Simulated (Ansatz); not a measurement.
## What a change does: geometry relaxation on GaAs

System: GaAs (2 atoms in the cell).
Method of the first run: Kohn-Sham DFT of a periodic cell, revPBE with D3(BJ), all-electron LAPW, scalar-relativistic, no spin polarisation (Ansatz 0.2.0).

The structure derives from an entry of the Crystallography Open Database. Text and figures count atoms from 1; the logs count them from 0 in places.

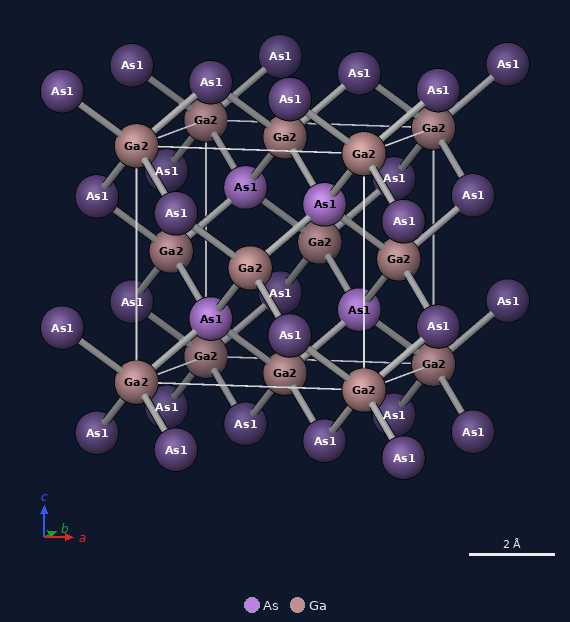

Fig. 1: The input geometry (ball-and-stick view of the cell 4 times as large as that of the calculation, set on its symmetry axes, seen slightly off an axis; neighbours outside the cell are drawn fainter; atoms are numbered from 1 in the order of the input). Near neighbours in the crystal (not all of them lie inside the picture): As has 4 Ga at 2.45 Å; Ga has 4 As at 2.45 Å.

### The input, the first run
```yaml
crystal:
  lattice:
    - [0.0, 2.82685, 2.82685]
    - [2.82685, 0.0, 2.82685]
    - [2.82685, 2.82685, 0.0]
  atoms:
    - { symbol: As, position: [0.75, 0.75, 0.75] }
    - { symbol: Ga, position: [0.0, 0.0, 0.0] }
kpoints:
  mp_grid: { grid: [8, 8, 8] }
scf:
  occupations: { method: fermi_dirac, width: 0.05 }
hamiltonian:
  xc: revpbe
  dispersion: d3bj
  pseudopotentials: { kind: all_electron, lapw: { basis_error: 0.001 } }
output:
  forces: true
  stress: true
relax:
  f_tol: 0.02
  max_steps: 60
  cell: {}
```

Launched with:
```bash
ansatz run input.yaml --threads 1 --pin off --max-ram 3072MiB --backend cpu --events-out ev --progress --plain --runs-dir out
```

Hardware: 1 thread of Intel Xeon @ 2.50GHz (Skylake/Cascade Lake), 189 GiB of memory available, shared host.

### Output, shortened to warnings, some set-up lines, iterations and results (the first run)
```
Basis set: ecut = 340.794062779683 eV, 645 PW (Γ), exchange–correlation at level 2
Symmetry: 24 space group operations
k-points: 29 of 512 (time reversal used)
Initial density: superposition of atomic densities (chi_scale 0.1, normalization cell, long waves kept (reshape's long-wave potential 0.00 eV rms))
[...]
SCF iter   1: F=—  HF=-114433.989381 eV  |F-HF|=—  |Δ(HF+E_count)|=         —  Δρ=3.11e-2  dr2=5.94e-1  ethr=1.34e-3  ⟨swp⟩=2.0  Hψ=4837  notcnv=0
SCF iter   2: F=—  HF=-114433.861943 eV  |F-HF|=—  |Δ(HF+E_count)|=   1.27e-1  Δρ=1.26e-2  dr2=6.62e-2  ethr=1.34e-3  ⟨swp⟩=2.2  Hψ=2310  notcnv=0
SCF iter   3: F=—  HF=-114433.853619 eV  |F-HF|=—  |Δ(HF+E_count)|=   8.32e-3  Δρ=5.74e-3  dr2=1.37e-2  ethr=1.51e-4  ⟨swp⟩=2.0  Hψ=2298  notcnv=0
SCF iter   4: F=—  HF=-114433.851638 eV  |F-HF|=—  |Δ(HF+E_count)|=         —  Δρ=1.16e-3  dr2=5.63e-4  ethr=1.28e-6  ⟨swp⟩=2.0  Hψ=3862  notcnv=0
SCF iter   5: F=—  HF=-114433.851774 eV  |F-HF|=—  |Δ(HF+E_count)|=   1.36e-4  Δρ=2.54e-4  dr2=1.91e-5  ethr=1.28e-6  ⟨swp⟩=3.0  Hψ=2256  notcnv=0
[... 8 lines ...]
relax step   2: F+E_penalty+E_count = -114433.85188267 eV  Δ(F+E_penalty+E_count) = -4.606e-5 eV  max|allowed force component| = 2.024e-17 eV/Å  Δτ_max = 0.0000 Å  P = -0.027 …
SCF iter   1: F=—  HF=-114433.851883 eV  |F-HF|=—  |Δ(HF+E_count)|=         —  Δρ=1.02e-5  dr2=9.56e-8  ethr=2.17e-10  ⟨swp⟩=3.1  Hψ=3596  notcnv=0
SCF iter   2: F=-114433.851883 eV  HF=-114433.851883 eV  |F-HF|=3.21e-8  |Δ(HF+E_count)|=   7.24e-8  Δρ=5.52e-6  dr2=2.43e-8  ethr=2.17e-10  ⟨swp⟩=3.0  Hψ=2233  notcnv=0
SCF 3 converged in 2 iterations: F = -114433.851883 eV  dr2 = 2.43e-8
relax step   3: F+E_penalty+E_count = -114433.85188272 eV  Δ(F+E_penalty+E_count) = -5.255e-8 eV  max|allowed force component| = 2.429e-17 eV/Å  Δτ_max = 0.0000 Å  P = -0.027 …
basis re-selected at this cell: Δ(F+E_penalty+E_count) = -5.255e-8 eV, ΔP = +0.000 GPa vs the last step (what re-selecting the basis moved, after the strain that the cell walked since its last selection, with what the two solves' SCF thresholds leave and, on support functions, any second-order …
SCF converged after 2 iterations
Free energy (F): -114433.851883 eV
Harris-Foulkes:  -114433.851883 eV  (|F-HF|=3.21e-8)
Internal energy: -114433.851873 eV  (E = F + TS)
E sigma→0 (E₀):  -114433.851878 eV
Entropy (-TS):   -0.000010 eV (-0.005 meV/atom)
Fermi energy:    9.801368 eV
--- Per-component energies (eV) ---
  E_band       = -2116.772652
  E_kinetic    = 116849.751784
  E_xc         = -4351.049918
  E_electrostatic = -226931.306226  (all electrons and nuclei)
  E_disp       = -1.247513  (pairwise vdW)
  E_smearing   = -0.000010  (= −TS)
  E_closure    = 0.000000  (closes the sum)
  E_atoms      = -114424.953585  (free atoms, spherical and without spin; not in F)
  Σ components = -114433.851883   (vs F -114433.851883, Δ=0.00e0)
  Basis errors (estimates in eV, not in F): energy 4.3e-4 per atom: plane waves 4.0e-4 (2.4e-4 summed), levels above the bands 3.6e-64, relativity 2.0e-8, radial functions 3.4e-5, core shells 5.1e-11; eigenvalues (radial functions only) 4.3e-7; not estimated: angular momenta, meshes, grids; target …
--- Forces (eV/Å), atoms counted from 1 ---
  atom   1  As    -0.00000000     0.00000000     0.00000000
  atom   2  Ga    -0.00000000    -0.00000000    -0.00000000
  max |Σ_I F_I| component: 1.27e-17 eV/Å
--- Stress (GPa, compression-positive) ---
       -0.027385       0.000000       0.000000
        0.000000      -0.027385       0.000000
        0.000000       0.000000      -0.027385
  P = ⅓ Tr σ = -0.0274 GPa (-0.274 kbar)
--- Relaxed structure (2 steps of the walk, 2 accepted, 1 SCFs on fresh bases) ---
  F+E_penalty+E_count = -114433.85188272 eV   max|allowed force component| = 2.429e-17 eV/Å   (the final SCF, on the basis selected at the relaxed cell)
  cell:  # Å, volume = 45.0977 Å³
    - [2.8343006932981717e-34, 2.825149327937683, 2.825149327937683]
    - [2.825149327937683, 1.0445512667435958e-33, 2.825149327937683]
    - [2.825149327937683, 2.825149327937683, 8.693978531128099e-34]
  atoms:
    - { symbol: As, position: [0.75, 0.75, 0.75] }
[...]
```

The input of the second run differs as follows (lines with − go, lines with + come):
```diff
-  xc: revpbe
-  dispersion: d3bj
+  xc: lda
```

Predict how the results change.

The total energies belong to different models, so their difference says nothing on which is more stable or more accurate. The volume per atom goes from 22.55 to 21.99 Å³. The functional changes from revPBE to LDA. The SCF takes 17 iterations over all geometry steps against 12.

### Output, shortened to warnings, some set-up lines, iterations and results (the second run)
```
Basis set: ecut = 341.6470050191711 eV, 645 PW (Γ), exchange–correlation at level 2
Symmetry: 24 space group operations
k-points: 29 of 512 (time reversal used)
Initial density: superposition of atomic densities (chi_scale 0.1, normalization cell, long waves kept (reshape's long-wave potential 0.00 eV rms))
[...]
SCF iter   1: F=—  HF=-114266.345539 eV  |F-HF|=—  |Δ(HF+E_count)|=         —  Δρ=3.07e-2  dr2=5.59e-1  ethr=1.27e-3  ⟨swp⟩=2.0  Hψ=4829  notcnv=0
SCF iter   2: F=—  HF=-114266.162094 eV  |F-HF|=—  |Δ(HF+E_count)|=   1.83e-1  Δρ=1.19e-2  dr2=5.78e-2  ethr=1.27e-3  ⟨swp⟩=2.3  Hψ=2316  notcnv=0
SCF iter   3: F=—  HF=-114266.137874 eV  |F-HF|=—  |Δ(HF+E_count)|=   2.42e-2  Δρ=5.18e-3  dr2=1.06e-2  ethr=1.31e-4  ⟨swp⟩=2.0  Hψ=2303  notcnv=0
SCF iter   4: F=—  HF=-114266.130898 eV  |F-HF|=—  |Δ(HF+E_count)|=         —  Δρ=9.98e-4  dr2=3.03e-4  ethr=6.91e-7  ⟨swp⟩=2.0  Hψ=3763  notcnv=0
SCF iter   5: F=—  HF=-114266.130664 eV  |F-HF|=—  |Δ(HF+E_count)|=   2.33e-4  Δρ=1.95e-4  dr2=1.05e-5  ethr=6.88e-7  ⟨swp⟩=2.0  Hψ=2160  notcnv=0
[... 15 lines ...]
relax step   3: F+E_penalty+E_count = -114266.13782289 eV  Δ(F+E_penalty+E_count) = -2.372e-4 eV  max|allowed force component| = 2.371e-17 eV/Å  Δτ_max = 0.0000 Å  P = +0.019 …
SCF iter   1: F=—  HF=-114266.137823 eV  |F-HF|=—  |Δ(HF+E_count)|=         —  Δρ=3.80e-6  dr2=4.00e-9  ethr=9.09e-12  ⟨swp⟩=4.3  Hψ=3741  notcnv=0
SCF iter   2: F=-114266.137823 eV  HF=-114266.137823 eV  |F-HF|=7.28e-11  |Δ(HF+E_count)|=  6.84e-10  Δρ=1.89e-6  dr2=1.07e-9  ethr=9.09e-12  ⟨swp⟩=2.0  Hψ=2153  notcnv=0
SCF 4 converged in 2 iterations: F = -114266.137823 eV  dr2 = 1.07e-9
relax step   4: F+E_penalty+E_count = -114266.13782310 eV  Δ(F+E_penalty+E_count) = -2.134e-7 eV  max|allowed force component| = 2.602e-17 eV/Å  Δτ_max = 0.0000 Å  P = +0.019 …
basis re-selected at this cell: Δ(F+E_penalty+E_count) = -2.134e-7 eV, ΔP = -0.000 GPa vs the last step (what re-selecting the basis moved, after the strain that the cell walked since its last selection, with what the two solves' SCF thresholds leave and, on support functions, any second-order …
SCF converged after 2 iterations
Free energy (F): -114266.137823 eV
Harris-Foulkes:  -114266.137823 eV  (|F-HF|=7.28e-11)
Internal energy: -114266.137791 eV  (E = F + TS)
E sigma→0 (E₀):  -114266.137807 eV
Entropy (-TS):   -0.000032 eV (-0.016 meV/atom)
Fermi energy:    9.725355 eV
--- Per-component energies (eV) ---
  E_band       = -2113.211159
  E_kinetic    = 116632.159691
  E_xc         = -4181.376663
  E_electrostatic = -226716.920819  (all electrons and nuclei)
  E_smearing   = -0.000032  (= −TS)
  E_closure    = 0.000000  (closes the sum)
  E_atoms      = -114256.505973  (free atoms, spherical and without spin; not in F)
  Σ components = -114266.137823   (vs F -114266.137823, Δ=0.00e0)
  Basis errors (estimates in eV, not in F): energy 4.4e-4 per atom: plane waves 4.1e-4 (2.4e-4 summed), levels above the bands 5.6e-64, relativity 5.4e-9, radial functions 3.3e-5, core shells 2.0e-10; eigenvalues (radial functions only) 4.5e-7; not estimated: angular momenta, meshes, grids; target …
--- Forces (eV/Å), atoms counted from 1 ---
  atom   1  As    -0.00000000     0.00000000     0.00000000
  atom   2  Ga     0.00000000    -0.00000000    -0.00000000
  max |Σ_I F_I| component: 1.21e-17 eV/Å
--- Stress (GPa, compression-positive) ---
        0.019017       0.000000       0.000000
        0.000000       0.019017       0.000000
        0.000000       0.000000       0.019017
  P = ⅓ Tr σ = 0.0190 GPa (0.190 kbar)
--- Relaxed structure (3 steps of the walk, 3 accepted, 1 SCFs on fresh bases) ---
  F+E_penalty+E_count = -114266.13782310 eV   max|allowed force component| = 2.602e-17 eV/Å   (the final SCF, on the basis selected at the relaxed cell)
  cell:  # Å, volume = 43.9714 Å³
    - [2.1400562538161472e-33, 2.8014322736505877, 2.8014322736505877]
    - [2.8014322736505877, 1.5795653301976327e-33, 2.8014322736505877]
    - [2.8014322736505877, 2.8014322736505877, 9.68120686250162e-34]
  atoms:
    - { symbol: As, position: [0.7499999999999999, 0.7499999999999999, 0.7499999999999999] }
[...]
```

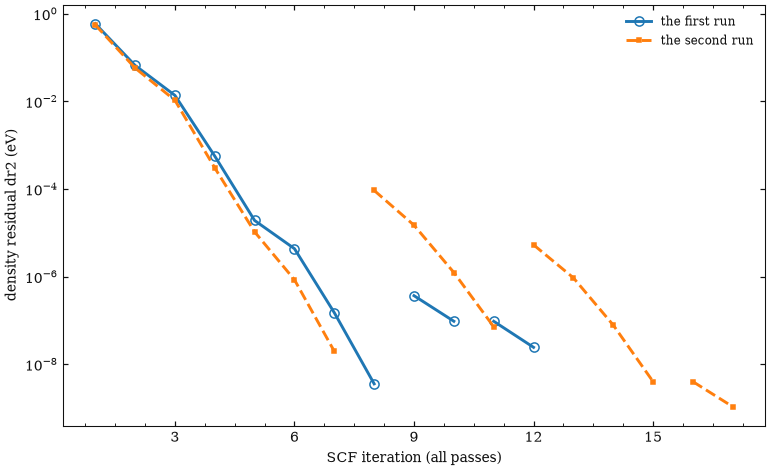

Fig. 2: Convergence of the two runs: density residual dr2 against the SCF iteration. A break in a curve parts two SCF passes. The first run takes 12 iterations in all, and the second run takes 17.

### The two runs side by side

| quantity | the first run | the second run |
| --- | --- | --- |
| outcome | converged | converged |
| free energy per atom (eV) | −57216.9259 | −57133.0689 |
| pressure (GPa) | −0.03 | 0.02 |
| volume per atom (Å³) | 22.55 | 21.99 |
| largest force (eV/Å) | 0.000 | 0.000 |
| SCF iterations | 12 | 17 |
| irreducible k-points | 29 | 29 |
| wall time (shared host) | 49 s | 65 s |
